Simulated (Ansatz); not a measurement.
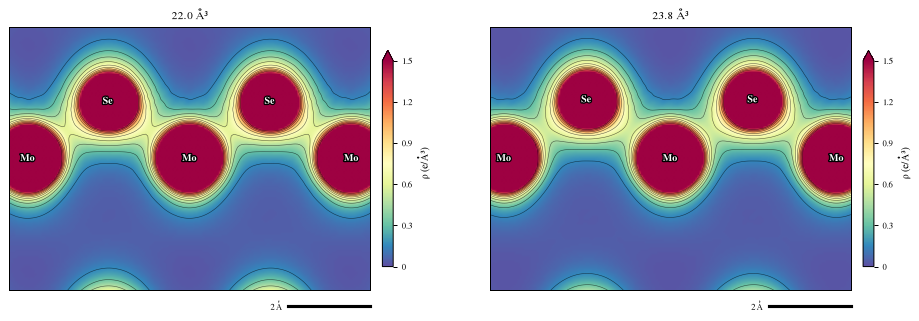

MoSe. The valence charge density (pseudo) of cells scaled evenly to different volumes (given per atom above each panel), on the (011̄) plane of each (indices in the axes of the cell below), at one length scale and on one colour scale.

Started from the zinc blende prototype, which need not be the ambient phase; computed without spin polarisation.

All numbers below come from Ansatz, DFT PBE, scalar-relativistic, plane waves, PAW.

Core electrons are frozen (PAW), and the valence fields are smoothed inside the atomic spheres.

The largest cell:

```
CELL_PARAMETERS angstrom
0.00000 2.87665 2.87665
2.87665 0.00000 2.87665
2.87665 2.87665 0.00000
ATOMIC_POSITIONS crystal
Mo 0.00000 0.00000 0.00000
Se 0.25000 0.25000 0.25000
```

| volume (Å³/atom) | Mo–Se contact in the plane (Å) | ρ at its midpoint (e/Å³) | pressure (GPa) | 
| --- | --- | --- | --- |
| 21.97 | 2.426 | 0.617 | 2.8 | 
| 22.89 | 2.459 | ? | ? | 
| 23.80 | 2.491 | 0.550 | −5.2 | 

Question: What values belong in the row with question marks?

Answer: Over the known rows ln ρ falls by 1.77 per Å of Mo–Se distance (the line through the two), which gives 0.582 e/Å³ at 2.459 Å; the calculation gives 0.582 e/Å³. For the pressure, a straight line in volume between the neighbouring rows gives −1.2 GPa; the calculation gives −1.7, lower because pressure rises ever faster on compression.
